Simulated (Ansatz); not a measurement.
Structure of Bi:

Space group Im-3m (No. 229). a = 4.136 Å, b = 4.136 Å, c = 4.136 Å, α = 90.00°, β = 90.00°, γ = 90.00°
| atom | site | symmetry | x | y | z |
| --- | --- | --- | --- | --- | --- |
| Bi | 2a | m-3m | 0.0000 | 0.0000 | 0.0000 |

It is based on the input geometry of an electronic-structure calculation (not necessarily at equilibrium); the starting structure was generated, so it need not be a known form of this composition.

**Which powder rings are expected with 200 kV electrons? List the innermost 6, leaving out those under 3 % of the strongest.**

| ring | radius | d (Å) | hkl |
| --- | --- | --- | --- |
| 1 | 3.42 nm⁻¹ | 2.92 | 110 |
| 2 | 4.84 nm⁻¹ | 2.07 | 200 |
| 3 | 5.92 nm⁻¹ | 1.689 | 211 |
| 4 | 6.84 nm⁻¹ | 1.462 | 220 |
| 5 | 7.65 nm⁻¹ | 1.308 | 310 |
| 6 | 9.05 nm⁻¹ | 1.105 | 321 |

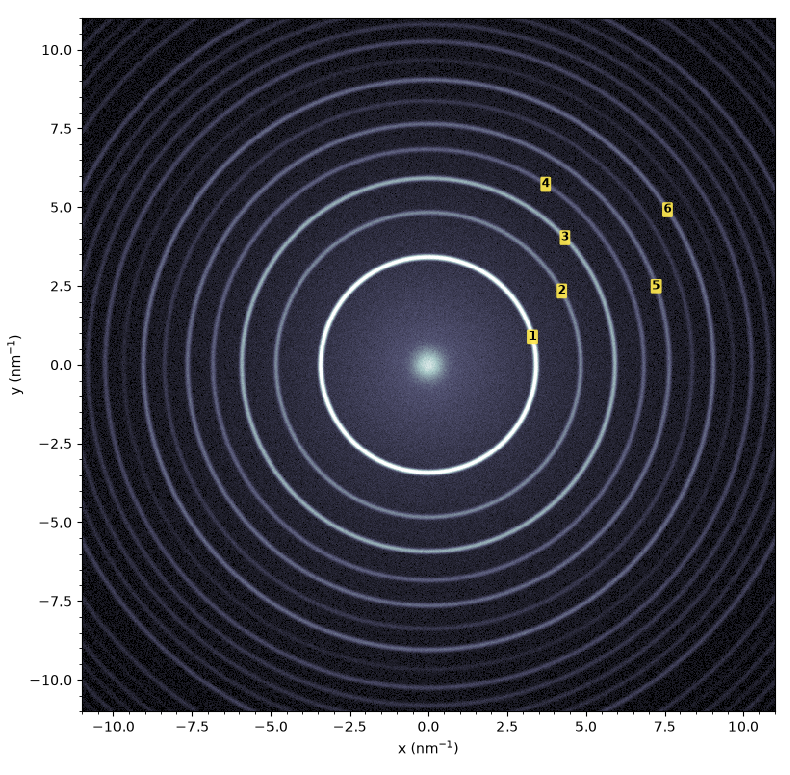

Simulated electron diffraction rings at 200 kV (λ = 0.0251 Å), scale in nm⁻¹ (radius = 1/d), for a fine-grained powder without texture. Kinematic intensities with B = 0.3 Å² for all atoms, without multiple scattering; brightness goes as intensity to the power 0.4, clipped at the top, with counting noise. Reflections closer than the ring width show as one ring. The numbers mark the rings of the table.
